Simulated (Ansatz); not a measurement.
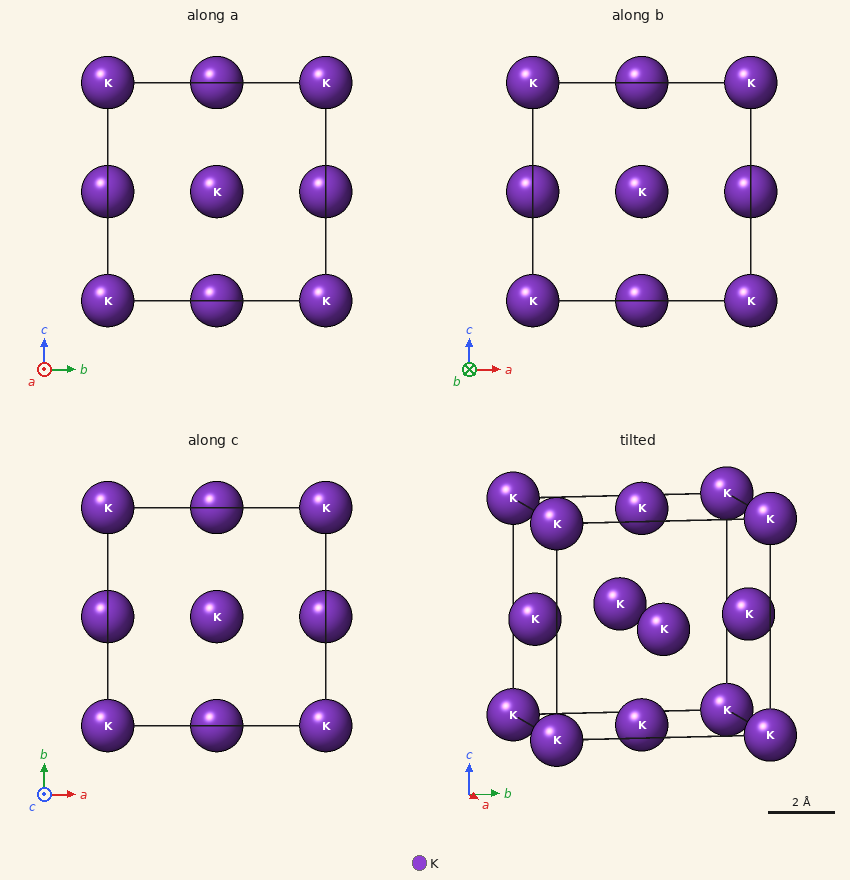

We look at a spheres-only model of the crystal along the a axis, along the b axis, along the c axis and slightly off an axis. Atoms at the boundary of the conventional unit cell (the box) are drawn once for each face, edge or corner they touch.

Lattice parameters: a = 6.668 Å, b = 6.668 Å, c = 6.668 Å, α = 90.00°, β = 90.00°, γ = 90.00°. Put a along x and b in the xy plane.

Question: Convert the drawing into a POSCAR file.

Answer:
```
K
1.0
     6.668    0.000    0.000
     0.000    6.668    0.000
     0.000    0.000    6.668
K
4
Direct
  0.0000 0.0000 0.0000
  0.0000 0.5000 0.5000
  0.5000 0.0000 0.5000
  0.5000 0.5000 0.0000
```

Source of the structure: a structure type filled with this element by a generator (whether the element takes this form wasn't checked). Earlier steps of the study may have refined or changed the cell and positions. An electronic-structure calculation with Ansatz was run on it.
